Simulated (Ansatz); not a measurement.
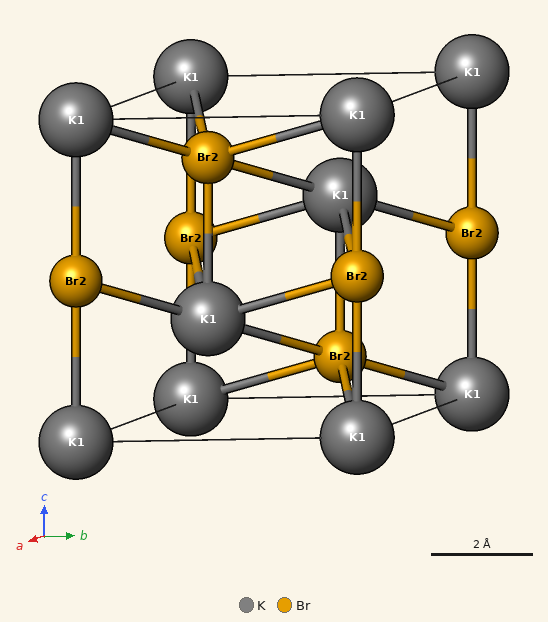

**Figure 1.** The input geometry of the first run (ball-and-stick view of the cell 3 times as large as that of the calculation, set on its symmetry axes, seen slightly off an axis; atoms are numbered from 1 in the order of the input).

**Two runs on KBr**

System: KBr (R-3m, 2 atoms in the cell).
Method of the first run: DFT, r2SCAN, plane waves, PAW, no spin polarisation (Ansatz 0.2.0).

The structure was built on a prototype by a generator. The geometry comes from this level: r2SCAN (a point of a series of strains). Text and figures count atoms from 1; the logs count them from 0 in places.

The input, the first run:
```yaml
crystal:
  lattice:
    - [3.9024295061, -0.073825807, -0.073825807]
    - [-0.073825807, 3.9024295061, -0.073825807]
    - [-0.073825807, -0.073825807, 3.9024295061]
  atoms:
    - { symbol: K, position: [0.0, 0.0, 0.0] }
    - { symbol: Br, position: [0.5, 0.5, 0.5] }
kpoints:
  mp_grid: { grid: [6, 6, 6] }
  band_path:
    path:
      - [0.0, 0.0, 0.0]
      - [0.0, 0.5, 0.0]
      - [0.5, 0.5, 0.0]
      - [0.5, 0.5, 0.5]
      - [0.0, 0.5, 0.5]
    npoints: 1
hamiltonian:
  xc: r2scan
scf:
  occupations: { method: fixed }
  n_extra_bands: 4
output:
  forces: true
  stress: true
  eigenvalues: true
```

Launched with:
```bash
ansatz run input.yaml --threads 4 --pin off --max-ram 3686MiB --backend cpu --events-out ev --progress --plain --runs-dir out
```

Hardware: 4 threads of Arm Neoverse N1, 16 GiB of memory available, shared host.

Output, shortened to warnings, some set-up lines, iterations and results (the first run):
```
Basis set: ecut = 500 eV, 1489 PW (Γ), exchange–correlation on 120×120×120 points (64 copies of the dense FFT grid, shifted against one another)
Symmetry: 12 space group operations
k-points: 32 of 216
Initial density: superposition of atomic densities (neutral atoms: chi_scale 0, normalization atom), corrected by the library's trained network
[...]
SCF iter   1: F=—  HF=-4339.171018 eV  |F-HF|=—  |Δ(HF+E_count)|=         —  Δρ=2.75e-3  dr2=3.51e-3  dr2_τ=2.61e-3  ethr=1.77e-3  ⟨swp⟩=5.4  Hψ=2140  notcnv=0  defer=47
SCF iter   2: F=—  HF=-4339.186409 eV  |F-HF|=—  |Δ(HF+E_count)|=   1.54e-2  Δρ=1.14e-3  dr2=2.76e-4  dr2_τ=5.93e-5  ethr=2.20e-5  ⟨swp⟩=3.0  Hψ=1000  notcnv=0  defer=61
SCF iter   3: F=—  HF=-4339.186542 eV  |F-HF|=—  |Δ(HF+E_count)|=   1.33e-4  Δρ=3.82e-4  dr2=3.24e-5  dr2_τ=4.44e-6  ethr=1.72e-6  ⟨swp⟩=3.0  Hψ=704  notcnv=0  defer=61
SCF iter   4: F=—  HF=-4339.186564 eV  |F-HF|=—  |Δ(HF+E_count)|=   2.17e-5  Δρ=5.37e-5  dr2=4.69e-7  dr2_τ=4.39e-7  ethr=2.03e-7  ⟨swp⟩=2.6  Hψ=643  notcnv=0  defer=48
SCF iter   5: F=-4339.186564 eV  HF=-4339.186564 eV  |F-HF|=2.39e-8  |Δ(HF+E_count)|=   7.90e-7  Δρ=6.65e-6  dr2=8.23e-9  dr2_τ=3.72e-9  ethr=2.93e-9  ⟨swp⟩=3.0  Hψ=640  …
SCF iter   6: F=-4339.186564 eV  HF=-4339.186564 eV  |F-HF|=1.28e-10  |Δ(HF+E_count)|=   2.62e-8  Δρ=7.10e-7  dr2=1.45e-10  dr2_τ=2.91e-11  ethr=5.14e-11  ⟨swp⟩=5.6  Hψ=2496  …
SCF 1 converged in 6 iterations: F = -4339.186564 eV  dr2 = 1.45e-10
NSCF: frozen V_eff on 5 k-points
SCF converged after 6 iterations
Free energy (F): -4339.186564 eV
Harris-Foulkes:  -4339.186564 eV  (|F-HF|=1.28e-10)
Internal energy: -4339.186564 eV  (E = F + TS)
E sigma→0 (E₀):  -4339.186564 eV
Fermi energy:    2.819305 eV
--- Per-component energies (eV) ---
  E_band       = -120.680448
  E_kinetic    = 389.730667
  E_local      = -728.686565  (includes V_loc(G=0)·N_el)
  E_nonlocal   = 82.546731
  E_hartree    = 228.642587
  E_xc         = -386.219822
  E_vxc        = -302.757374  (∫ρ·V_xc dr)
  E_paw        = -3057.997453  (= ΣΔE_a)
  E_vpaw       = -35.708904  (= ΣTr[D̂ρ^β])
  E_aug_tail   = -0.000002  (compensation charges beyond the density's cutoff)
  E_vtau       = 16.909950  (kinetic-family band-sum trace: ∫τ·v_τ [+ j·A + Jᵃ·Aᵃ] dr)
  E_ewald      = -866.848329
  E_core_change = -0.354379  (= ΣΔE_core)
  E_smearing   = -0.000000  (= −TS)
  E_closure    = -0.000000  (closes the sum)
  Σ components = -4339.186564   (vs F -4339.186564, Δ=0.00e0)
--- Forces (eV/Å), atoms counted from 1 ---
  atom   1  K     -0.00000000     0.00000000    -0.00000000
  atom   2  Br     0.00000000     0.00000000    -0.00000000
  max |Σ_I F_I| component: 2.17e-30 eV/Å
--- Stress (GPa, compression-positive) ---
        1.367134       0.472296       0.472296
        0.472296       1.367134       0.472296
        0.472296       0.472296       1.367134
  P = ⅓ Tr σ = 1.3671 GPa (13.671 kbar)
```

The input of the second run differs as follows (lines with − go, lines with + come):
```diff
-  xc: r2scan
+  xc: pbe
-  occupations: { method: fixed }
+  occupations: { method: fermi_dirac, width: 0.02 }
```

What does this change do to the results?

The total energies belong to different methods, so their difference says nothing on which is more stable or more accurate. The gap on the mesh goes from 4.99 to 4.23 eV. The pressure goes from 1.37 to 2.22 GPa. The functional changes from r2SCAN to PBE. The number of SCF iterations is the same. The default cutoff goes from 500 to 420 eV with the change. The plane waves at Γ go from 1489 to 1153.

Output, shortened to warnings, some set-up lines, iterations and results (the second run):
```
Basis set: ecut = 420 eV, 1153 PW (Γ), exchange–correlation on 54×54×54 points (8 copies of the dense FFT grid, shifted against one another)
Symmetry: 12 space group operations
k-points: 32 of 216
Initial density: superposition of atomic densities (neutral atoms: chi_scale 0, normalization atom), corrected by the library's trained network
[...]
SCF iter   1: F=—  HF=-4324.311395 eV  |F-HF|=—  |Δ(HF+E_count)|=         —  Δρ=4.75e-4  dr2=2.53e-4  ethr=1.77e-3  ⟨swp⟩=7.2  Hψ=2717  notcnv=0
SCF iter   2: F=—  HF=-4324.311227 eV  |F-HF|=—  |Δ(HF+E_count)|=   1.68e-4  Δρ=2.05e-4  dr2=3.66e-5  ethr=1.58e-6  ⟨swp⟩=2.2  Hψ=981  notcnv=0
SCF iter   3: F=—  HF=-4324.311259 eV  |F-HF|=—  |Δ(HF+E_count)|=   3.24e-5  Δρ=9.92e-5  dr2=6.72e-6  ethr=2.29e-7  ⟨swp⟩=2.0  Hψ=608  notcnv=0
SCF iter   4: F=—  HF=-4324.311258 eV  |F-HF|=—  |Δ(HF+E_count)|=   1.37e-6  Δρ=2.77e-5  dr2=2.38e-7  ethr=4.20e-8  ⟨swp⟩=2.0  Hψ=544  notcnv=0
SCF iter   5: F=-4324.311259 eV  HF=-4324.311259 eV  |F-HF|=3.65e-8  |Δ(HF+E_count)|=   1.11e-6  Δρ=5.94e-6  dr2=1.23e-8  ethr=1.49e-9  ⟨swp⟩=2.0  Hψ=606  notcnv=0
SCF iter   6: F=-4324.311259 eV  HF=-4324.311259 eV  |F-HF|=2.69e-10  |Δ(HF+E_count)|=   4.27e-8  Δρ=5.80e-7  dr2=1.25e-10  ethr=7.66e-11  ⟨swp⟩=2.9  Hψ=1449  notcnv=0
SCF 1 converged in 6 iterations: F = -4324.311259 eV  dr2 = 1.25e-10
NSCF: frozen V_eff on 5 k-points
SCF converged after 6 iterations
Free energy (F): -4324.311259 eV
Harris-Foulkes:  -4324.311259 eV  (|F-HF|=2.69e-10)
Internal energy: -4324.311259 eV  (E = F + TS)
E sigma→0 (E₀):  -4324.311259 eV
Fermi energy:    5.322670 eV
--- Per-component energies (eV) ---
  E_band       = -109.723783
  E_kinetic    = 389.241354
  E_local      = -729.182398  (includes V_loc(G=0)·N_el)
  E_nonlocal   = 82.996679
  E_hartree    = 228.916690
  E_xc         = -401.022020
  E_vxc        = -270.220068  (∫ρ·V_xc dr)
  E_paw        = -3028.413231  (= ΣΔE_a)
  E_vpaw       = -40.392608  (= ΣTr[D̂ρ^β])
  E_aug_tail   = -0.000003  (compensation charges beyond the density's cutoff)
  E_ewald      = -866.848329
  E_smearing   = -0.000000  (= −TS)
  E_closure    = -0.000000  (closes the sum)
  Σ components = -4324.311259   (vs F -4324.311259, Δ=0.00e0)
--- Forces (eV/Å), atoms counted from 1 ---
  atom   1  K     -0.00000000    -0.00000000    -0.00000000
  atom   2  Br     0.00000000     0.00000000    -0.00000000
  max |Σ_I F_I| component: 5.72e-30 eV/Å
--- Stress (GPa, compression-positive) ---
        2.220852       0.430076       0.430076
        0.430076       2.220852       0.430076
        0.430076       0.430076       2.220852
  P = ⅓ Tr σ = 2.2209 GPa (22.209 kbar)
```

The two runs side by side:

| quantity | the first run | the second run |
| --- | --- | --- |
| outcome | converged | converged |
| free energy per atom (eV) | −2169.5933 | −2162.1556 |
| gap on the mesh (eV) | 4.99 | 4.23 |
| pressure (GPa) | 1.37 | 2.22 |
| largest force (eV/Å) | 0.000 | 0.000 |
| SCF iterations | 6 | 6 |
| irreducible k-points | 32 | 32 |
| plane waves at Γ | 1489 | 1153 |
| wall time (shared host) | 2.4 s | 1 s |
